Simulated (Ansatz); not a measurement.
**BiTe2: single-point calculation**

BiTe2 (slab, 6 atoms in the cell), computed with DFT PBE, scalar-relativistic, plane waves, PAW, no spin polarisation (Ansatz 0.2.0).

The structure derives from an entry of the Crystallography Open Database. It belongs to a series of runs on one base structure; here: (0 0 1) slab cut from the bulk. Figures and captions count atoms from 1; the log counts them from 0 in places.

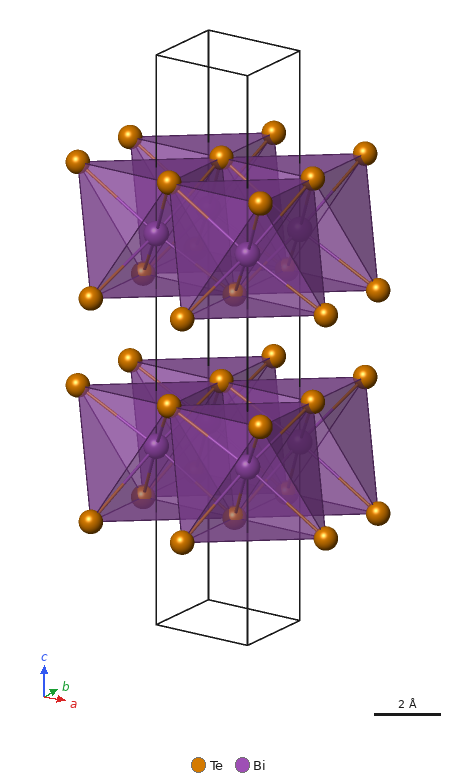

The structure (polyhedral view of the cell of the calculation, with the vacuum cut short, seen slightly off an axis; polyhedra are completed across the faces of the cell). An atom can appear more than once, as a periodic image.

## Input
```yaml
crystal:
  lattice:
    - [4.4465494044, 0.0, 0.0]
    - [-2.2232747022, 3.8508247434, 0.0]
    - [0.0, 0.0, 25.7228911982]
  atoms:
    - { symbol: Te, position: [0.6666666667, 0.3333333333, 0.2915690908] }
    - { symbol: Bi, position: [0.0, 0.0, 0.3714493614] }
    - { symbol: Te, position: [0.3333333333, 0.6666666667, 0.438262779] }
    - { symbol: Te, position: [0.6666666667, 0.3333333333, 0.561737221] }
    - { symbol: Bi, position: [0.0, 0.0, 0.6285506386] }
    - { symbol: Te, position: [0.3333333333, 0.6666666667, 0.7084309092] }
basis:
  ecutwfc: 420
kpoints:
  mp_grid: { grid: [9, 9, 1] }
hamiltonian:
  xc: pbe
scf:
  occupations: { method: gaussian, width: 0.05 }
output:
  forces: true
  stress: true
  eigenvalues: true
  write_density: true
  write_potential: true
  elf: true
  volumetric_format: npy
efield:
  axis: 3
  dipole_correction: true
  ramp_width: 0.04
```

Command:
```bash
ansatz run input.yaml --threads 1 --pin off --max-ram 2560MiB --backend cpu --events-out ev --progress --plain --runs-dir out
```

## The program's output
```
Engine: ansatz 0.2.0, x86_64-unknown-linux-gnu
Pseudopotentials: kind: paw
Pseudopotential: Te, paw, valence charge 16, recommended cutoff 420 eV (normal), Te.paw.azcp
Pseudopotential: Bi, paw, valence charge 15, recommended cutoff 420 eV (normal), Bi.paw.azcp
Functional definition: PBE
  parameter kappa = 0.804
  parameter beta = 0.06672455060314922
  exchange = pbe_x(kappa = kappa, mu = beta*pi^2/3)
  correlation = pbe_c(beta = beta)
Crystal: 6 atoms, lattice volume = 440.450 Å³
Basis set: ecut = 420 eV, 8695 PW (Γ), exchange–correlation on 60×60×360 points (8 copies of the dense FFT grid, shifted against one another)
Bands: 57, of which v1, the nominal top of the filled ones, is band 47 counted from 1 (46 counted from 0)
Symmetry: 6 space group operations
k-points: 12 of 81 (time reversal used)
Non-local potential: Te, projectors of the file, l = 0: 2, l = 1: 2, l = 2: 2, l = 3: 2
Non-local potential: Bi, projectors of the file, l = 0: 2, l = 1: 2, l = 2: 2, l = 3: 2
PAW form: soft (Blöchl's): semilocal exchange-correlation on the pseudo side does not see the compensation charge
PAW one-centre angular grid: Te, 590 points (default); XC on 64 Gauss nodes
PAW one-centre angular grid: Bi, 590 points (default); XC on 64 Gauss nodes
Initial density: superposition of atomic densities (neutral atoms: chi_scale 0, normalization atom), corrected by the library's trained network
Initial wavefunctions: pseudopotential atomic-orbital guess
Functional: x = pbe(κ = 0.804, μ = 0.2195149727645171), c = pbe(β = 0.06672455060314922)
SCF iter   1: F=—  HF=-52712.611987 eV  |F-HF|=—  |Δ(HF+E_count)|=         —  Δρ=2.11e-3  dr2=4.32e-1  ethr=1.77e-3  p=0.000 e·Å  D=2.93e-14 V/Å  ΔV_dip=-0.00 eV  dr2_dipole=8.83e-9  V_vac-E_F(+/−)=5.44/5.44 eV  ⟨swp⟩=8.7  Hψ=3001  notcnv=0  defer=13
efield: sawtooth ramp at fractional position 0.9800 (placed from the atoms, in the widest stretch of the axis that holds none; the zero of the levels goes with the place), width 0.0400; the density the first Hamiltonian is built on has a dipole p = 0.000 e·Å; the dipole correction subtracts the counter field D = 2.93e-14 V/Å, which shifts the + side's vacuum level by -0.00 eV against the − side's; the planar-averaged density in the ramp window peaks in size at 5.8e-6 e/Å³
preconditioner: auto → LDOS  [metal: Δε(μ)=0.027 eV  Ē_g=7.994 eV  σ=0.050 eV  W_gap=0.30  n_scr=82 (ndim 8)  ℏωp=10.3 eV  f_vac=0.460  D(μ)=11.44/eV (n_scr^D=82)  β→1.0]
SCF iter   2: F=—  HF=-52712.599994 eV  |F-HF|=—  |Δ(HF+E_count)|=   1.20e-2  Δρ=1.36e-3  dr2=1.03e-1  ethr=4.60e-4  p=0.000 e·Å  D=1.66e-6 V/Å  ΔV_dip=-0.00 eV  dr2_dipole=1.22e-7  V_vac-E_F(+/−)=5.69/5.69 eV  ⟨swp⟩=2.1  Hψ=873  notcnv=0  defer=30
SCF iter   3: F=—  HF=-52712.596361 eV  |F-HF|=—  |Δ(HF+E_count)|=   3.63e-3  Δρ=1.02e-3  dr2=3.77e-2  ethr=1.10e-4  p=0.000 e·Å  D=8.89e-6 V/Å  ΔV_dip=-0.00 eV  dr2_dipole=4.75e-7  V_vac-E_F(+/−)=5.75/5.75 eV  ⟨swp⟩=2.0  Hψ=734  notcnv=0  defer=30
SCF iter   4: F=—  HF=-52712.593309 eV  |F-HF|=—  |Δ(HF+E_count)|=   3.05e-3  Δρ=2.69e-4  dr2=1.91e-3  ethr=4.01e-5  p=0.000 e·Å  D=7.18e-6 V/Å  ΔV_dip=-0.00 eV  dr2_dipole=8.97e-8  V_vac-E_F(+/−)=5.80/5.80 eV  ⟨swp⟩=1.4  Hψ=665  notcnv=0  defer=30
SCF iter   5: F=—  HF=-52712.593234 eV  |F-HF|=—  |Δ(HF+E_count)|=   7.51e-5  Δρ=1.34e-4  dr2=1.73e-4  ethr=2.03e-6  p=0.000 e·Å  D=1.96e-6 V/Å  ΔV_dip=-0.00 eV  dr2_dipole=4.63e-11  V_vac-E_F(+/−)=5.78/5.78 eV  ⟨swp⟩=2.5  Hψ=1044  notcnv=0  defer=30
SCF iter   6: F=—  HF=-52712.593215 eV  |F-HF|=—  |Δ(HF+E_count)|=   1.94e-5  Δρ=3.77e-5  dr2=1.29e-5  ethr=1.84e-7  p=0.000 e·Å  D=9.80e-7 V/Å  ΔV_dip=-0.00 eV  dr2_dipole=3.81e-9  V_vac-E_F(+/−)=5.78/5.78 eV  ⟨swp⟩=2.3  Hψ=1139  notcnv=0  defer=30
SCF iter   7: F=—  HF=-52712.593362 eV  |F-HF|=—  |Δ(HF+E_count)|=   1.47e-4  Δρ=1.67e-5  dr2=2.46e-6  ethr=1.38e-8  p=0.000 e·Å  D=3.81e-7 V/Å  ΔV_dip=-0.00 eV  dr2_dipole=1.63e-9  V_vac-E_F(+/−)=5.77/5.77 eV  ⟨swp⟩=2.0  Hψ=1103  notcnv=0  defer=30
SCF iter   8: F=—  HF=-52712.593361 eV  |F-HF|=—  |Δ(HF+E_count)|=   1.12e-7  Δρ=7.31e-6  dr2=5.05e-7  ethr=2.61e-9  p=0.000 e·Å  D=1.83e-7 V/Å  ΔV_dip=-0.00 eV  dr2_dipole=4.33e-10  V_vac-E_F(+/−)=5.77/5.77 eV  ⟨swp⟩=2.0  Hψ=1095  notcnv=0  defer=30
SCF iter   9: F=-52712.593361 eV  HF=-52712.593361 eV  |F-HF|=1.36e-8  |Δ(HF+E_count)|=   1.66e-8  Δρ=1.77e-6  dr2=1.92e-8  ethr=1.06e-10  p=0.000 e·Å  D=7.79e-8 V/Å  ΔV_dip=-0.00 eV  dr2_dipole=1.47e-10  V_vac-E_F(+/−)=5.77/5.77 eV  ⟨swp⟩=18.2  Hψ=6183  notcnv=0
SCF 1 converged in 9 iterations: F = -52712.593361 eV  dr2 = 1.92e-8
  greatest PAW one-centre occupation: 0.998 electrons in one spin orbital (limit 2), on the Te atom at site 3 (counted from 0), in its partial waves of l = 2
```

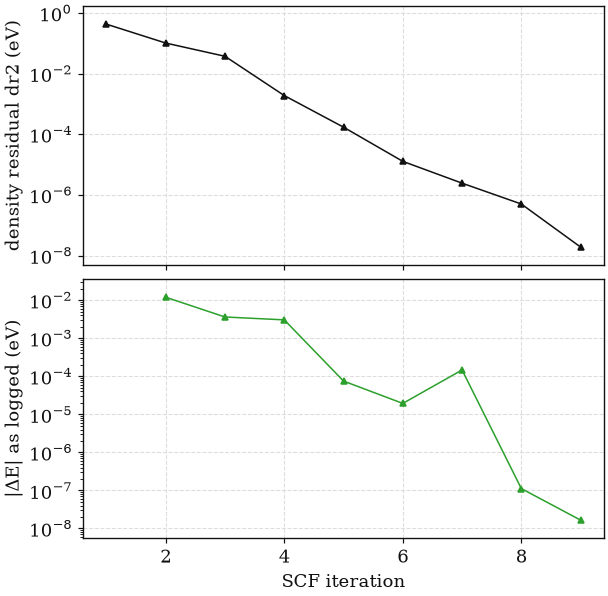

Convergence of the self-consistent field: density residual dr2 and size of the energy change against the SCF iteration. The residual falls at every step.

```
WARN: The output density's exchange-correlation potential varies sharply where the density is thin. Do not read a vacuum level from v_tot or v_xc, or from such a field of the output density. On a cell that repeats whose density bears no net charge and no dipole along the vacuum's axis use v_es (v_loc + v_h of the components); under efield.dipole_correction with no amplitude use v_es + v_field, which holds any external_charges[].barrier, or the levels of the report's work_function block, which leave it out; under a non-zero efield.amplitude the vacuum is tilted and has no level; on a cell that repeats and bears such a dipole with no correction it is tilted too, and efield.dipole_correction with no amplitude gives each side of its ramp a level where efield: is served; in a cell that repeats whose density bears a net charge (total_charge, or a fill off its count) it is curved and has none; of a slab under crystal.periodic whose density bears no net charge use v_es, which has a level on each side, short of where the two are joined; of another it falls or rises all the way out and has none; of a slab beside external_charges read slab_vacuum_level instead, which it has where they leave it neutral. The grid or the basis barely resolves most such structure, and the values can differ between equally converged runs; as a rule a tighter scf.convergence.dr2_threshold does not remove it. Where the density itself ripples (under the LDA too) a higher basis.ecutwfc lessens it. The files hold the spikes' plane waves up to the density's cutoff. Files: v_tot_of_output_density and the like, and their columns of v_z.tsv (output.write_potential); v_xc_of_output_density and the like, and their columns of v_comp_z.tsv (output.write_potential_components). Measured: with its Gaussian average of σ = 0.25 Å subtracted twice, the exchange-correlation potential is over 0.1 eV at 3 of the grid points where the equally averaged density (valence and model cores) is under 1e-3 e/Å³, and 0.301 eV at the most among them, at an averaged density of 5.3e-9 e/Å³. See output.write_potential in the manual, Limitations
SCF converged after 9 iterations
Free energy (F): -52712.593361 eV
Harris-Foulkes:  -52712.593361 eV  (|F-HF|=1.36e-8)
Internal energy: -52712.579516 eV  (E = F + TS)
E sigma→0 (E₀):  -52712.586439 eV
Entropy (-TS):   -0.013845 eV (-2.308 meV/atom)
Fermi energy:    0.809302 eV
Dipole field:    D = -0.000011 V/Å  (p = -0.000027 e·Å, saw-weighted, corrected)
Work function:   Φ+ = 5.7741 eV   Φ− = 5.7738 eV
Levels:          The Fermi level and band energies are counted from a zero that moves with the ramp; work functions are not
--- Per-component energies (eV) ---
  E_band       = -1970.537160
  E_kinetic    = 1316.777101
  E_local      = -57121.600694  (includes V_loc(G=0)·N_el)
  E_nonlocal   = -118.750311
  E_hartree    = 28371.776535
  E_xc         = -794.794624
  E_vxc        = -697.909924  (∫ρ·V_xc dr)
  E_paw        = -39975.519571  (= ΣΔE_a)
  E_vpaw       = -2092.599120  (= ΣTr[D̂ρ^β])
  E_aug_tail   = -0.001608  (compensation charges beyond the density's cutoff)
  E_efield     = 0.000000  (sawtooth field / dipole correction)
  E_vefield    = 0.000000  (∫n·V_field dr)
  E_ewald      = 15609.533656
  E_smearing   = -0.013845  (= −TS)
  E_closure    = -0.000000  (closes the sum)
  Σ components = -52712.593361   (vs F -52712.593361, Δ=0.00e0)
--- Forces (eV/Å), atoms counted from 1 ---
  atom   1  Te     0.00000000     0.00000000     0.45058885
  atom   2  Bi    -0.00000000     0.00000000    -0.88631775
  atom   3  Te     0.00000000    -0.00000000     0.62068796
  atom   4  Te    -0.00000000     0.00000000    -0.62068080
  atom   5  Bi     0.00000000    -0.00000000     0.88630548
  atom   6  Te    -0.00000000    -0.00000000    -0.45058591
  max |Σ_I F_I| component: 2.17e-6 eV/Å
--- Stress (GPa, compression-positive) ---
       -1.394360       0.000000      -0.000000
        0.000000      -1.394360      -0.000000
       -0.000000       0.000000      -0.342555
  P = ⅓ Tr σ = -1.0438 GPa (-10.438 kbar)
--- Band table (eV; the first three rows and the last of 12) ---
  k-point 0: bands = ["-35.3618", "-35.3618", "-35.3607", "-35.3607", "-35.3603", "-35.3603", "-35.3560", "-35.3560", "-35.3557", "-35.3557", "-35.0265", "-35.0265", "-35.0264", "-35.0264", "-34.9845", "-34.9845", "-34.9845", "-34.9845", "-34.9697", "-34.9697", "-21.8116", "-21.8116", "-21.8116", "-21.8116", "-21.8020", "-21.8020", "-21.7992", "-21.7992", "-21.7992", "-21.7992", "-11.4539", "-11.3629", "-9.3563", "-9.2039", "-7.2931", "-7.0124", "-0.9222", "-0.2709", "-0.2709", "-0.1889", "-0.1725", "-0.1725", "0.0360", "0.8460", "0.8460", "0.9083", "0.9083", "0.9760", "2.3464", "2.4653", "2.8626", "2.8626", "3.0542", "3.0542", "5.9771", "6.1179", "6.8169"]
  k-point 1: bands = ["-35.3618", "-35.3618", "-35.3608", "-35.3606", "-35.3603", "-35.3603", "-35.3559", "-35.3558", "-35.3556", "-35.3556", "-35.0264", "-35.0264", "-35.0263", "-35.0263", "-34.9846", "-34.9846", "-34.9845", "-34.9845", "-34.9696", "-34.9696", "-21.8122", "-21.8122", "-21.8104", "-21.8104", "-21.8013", "-21.8013", "-21.8000", "-21.8000", "-21.7993", "-21.7993", "-11.3558", "-11.2661", "-9.3048", "-9.1577", "-7.3780", "-7.1342", "-1.2835", "-0.9071", "-0.6838", "-0.5043", "-0.3760", "-0.0887", "0.2260", "0.4155", "0.8413", "0.8421", "0.9227", "1.0771", "2.6356", "2.8387", "3.0320", "3.0921", "3.2342", "3.2946", "6.1377", "6.2398", "6.7406"]
  k-point 2: bands = ["-35.3619", "-35.3618", "-35.3609", "-35.3604", "-35.3603", "-35.3602", "-35.3559", "-35.3556", "-35.3556", "-35.3553", "-35.0264", "-35.0264", "-35.0261", "-35.0261", "-34.9846", "-34.9846", "-34.9846", "-34.9846", "-34.9695", "-34.9695", "-21.8141", "-21.8141", "-21.8073", "-21.8073", "-21.8020", "-21.8019", "-21.7994", "-21.7994", "-21.7991", "-21.7990", "-11.0695", "-10.9843", "-9.1735", "-9.0435", "-7.6470", "-7.4890", "-2.0743", "-1.6431", "-1.0457", "-0.9309", "-0.7804", "-0.6612", "-0.2059", "0.4633", "0.5994", "0.7449", "0.8702", "0.9370", "2.7559", "3.1692", "3.3705", "3.6250", "3.7508", "4.1189", "6.0699", "6.2955", "6.5473"]
  k-point 11: bands = ["-35.3621", "-35.3614", "-35.3614", "-35.3604", "-35.3599", "-35.3599", "-35.3554", "-35.3553", "-35.3552", "-35.3552", "-35.0260", "-35.0259", "-35.0259", "-35.0259", "-34.9847", "-34.9847", "-34.9847", "-34.9847", "-34.9692", "-34.9692", "-21.8130", "-21.8130", "-21.8085", "-21.8085", "-21.8010", "-21.8010", "-21.8007", "-21.8007", "-21.7952", "-21.7952", "-9.4850", "-9.4789", "-9.3094", "-9.3094", "-8.7211", "-8.7211", "-2.6147", "-2.6147", "-2.2070", "-2.0211", "-2.0211", "-1.9789", "-0.1774", "-0.1774", "0.3473", "0.3673", "0.3673", "0.7671", "3.5855", "3.5855", "4.1445", "4.3827", "4.3827", "4.6237", "6.8522", "7.5590", "7.5591"]
```

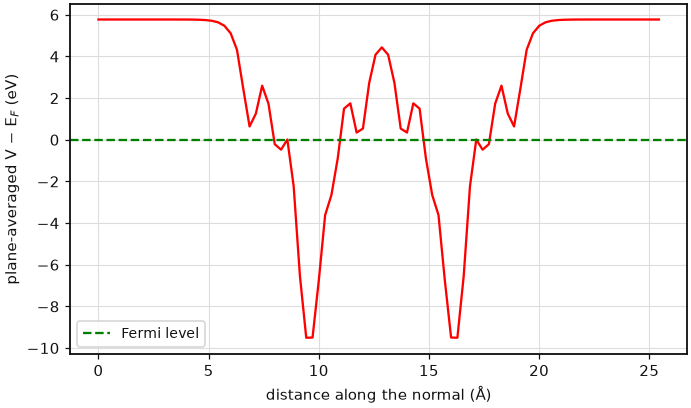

Plane average of the electrostatic potential energy of an electron across the cell, from the Fermi level. The vacuum level lies 5.77 eV above the Fermi level.

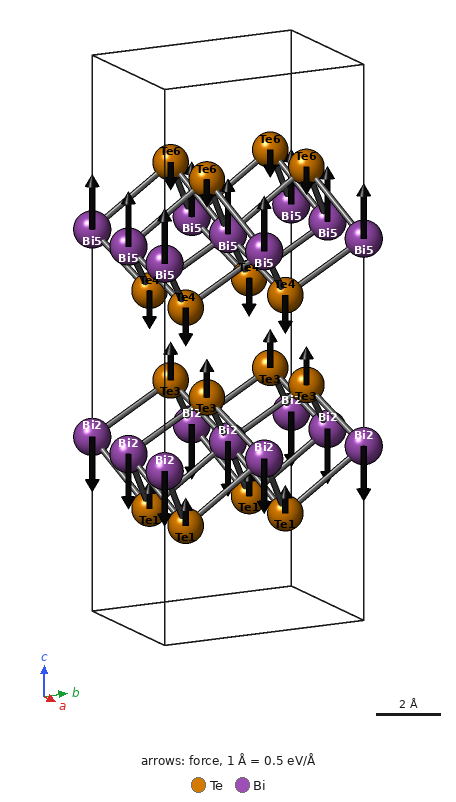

Forces on the atoms as black arrows (ball-and-stick view of the 2 × 2 repeat of the cell, with the vacuum cut short, seen slightly off an axis; atoms are numbered from 1 in the order of the input). The largest act on Bi2, Bi5 (0.89 eV/Å); Te3, Te4 (0.62 eV/Å); Te1, Te6 (0.45 eV/Å). The geometry is not a stationary point of this energy.

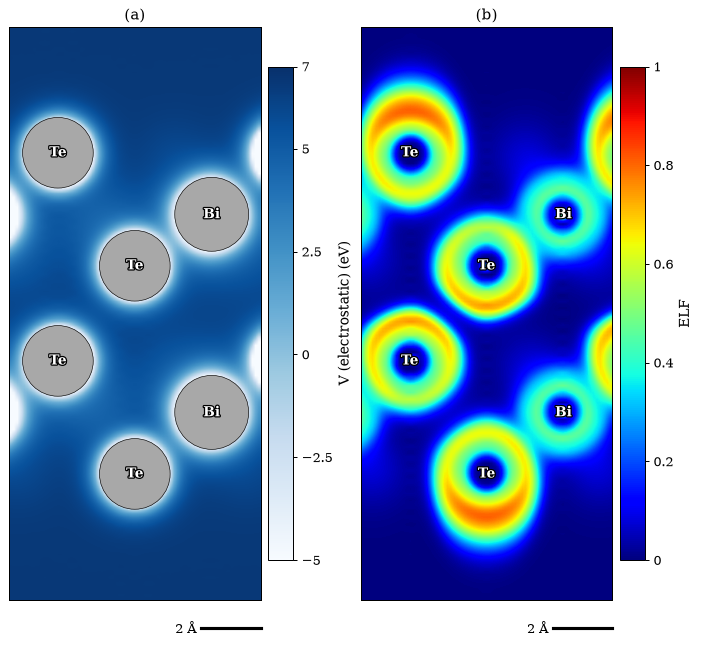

(a) electrostatic potential energy of an electron; (b) ELF on the (110) plane of the calculation cell, a cut from vacuum to vacuum. Grey discs, where drawn, cover atomic cores. Bi–Te (3.09 Å): the ELF peaks at about 0.65 in the valence shell of Te, 1.3 Å from its nucleus, and drops to about 0.35 between the two atoms. Bi–Te (3.29 Å): the ELF peaks at about 0.65 in the valence shell of Te, 1.3 Å from its nucleus, and drops to about 0.35 between the two atoms. The strong features right at Bi lie inside the PAW spheres (semicore, d or f shells) and say nothing about bonding. The fields are those of the smooth PAW valence density.

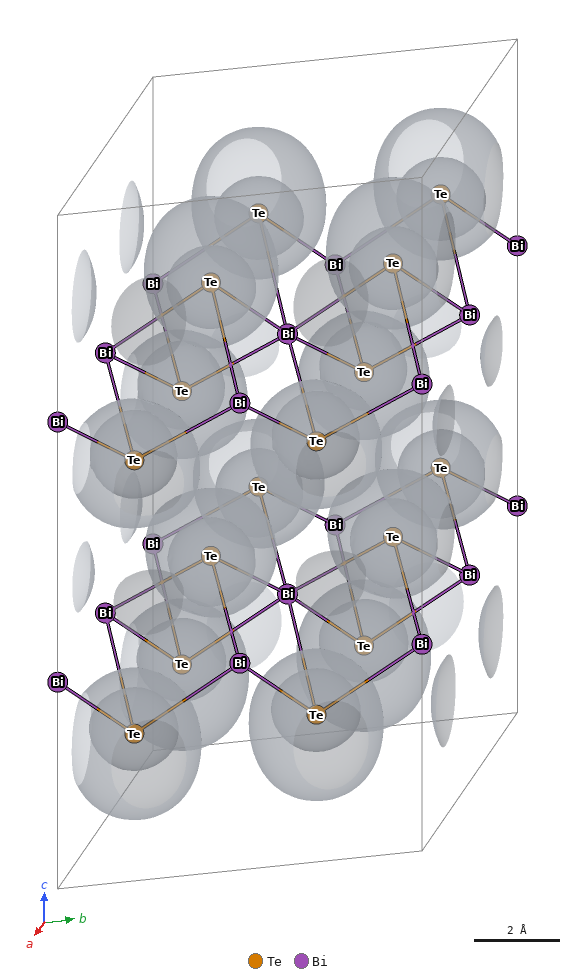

Isosurface of the electron localisation function at 0.55 (grey), seen at an oblique angle. Only the valence region is drawn (cores and ρ < 0.01 e/Å³ removed). Sticks mark near contacts. Values along the shortest contacts: Bi–Te (3.09 Å): the ELF peaks at about 0.65 in the valence shell of Te, 1.3 Å from its nucleus, and drops to about 0.35 between the two atoms. Bi–Te (3.29 Å): the ELF peaks at about 0.65 in the valence shell of Te, 1.3 Å from its nucleus, and drops to about 0.35 between the two atoms.

## Results in brief

```json
{"quantity": "outcome", "value": "converged"}
{"quantity": "electrons treated", "value": "94"}
{"quantity": "free energy", "value": "−52712.5934 eV"}
{"quantity": "work function, top face", "value": "5.77 eV"}
{"quantity": "work function, bottom face", "value": "5.77 eV"}
{"quantity": "Fermi energy", "value": "0.809 eV"}
{"quantity": "gap on the k-point mesh", "value": "none (metallic)"}
{"quantity": "work function (upper face)", "value": "5.77 eV"}
{"quantity": "largest force (length of the vector)", "value": "0.886 eV/Å"}
{"quantity": "hardware", "value": "1 thread of Intel Xeon @ 2.70GHz, 189 GiB of memory available, shared host"}
{"quantity": "wall time", "value": "50 s"}
{"quantity": "peak memory", "value": "0.67 GiB"}
```

The program warns: the exchange-correlation potential is rough where the density is thin. Spin–orbit coupling is left out, which matters for Bi.
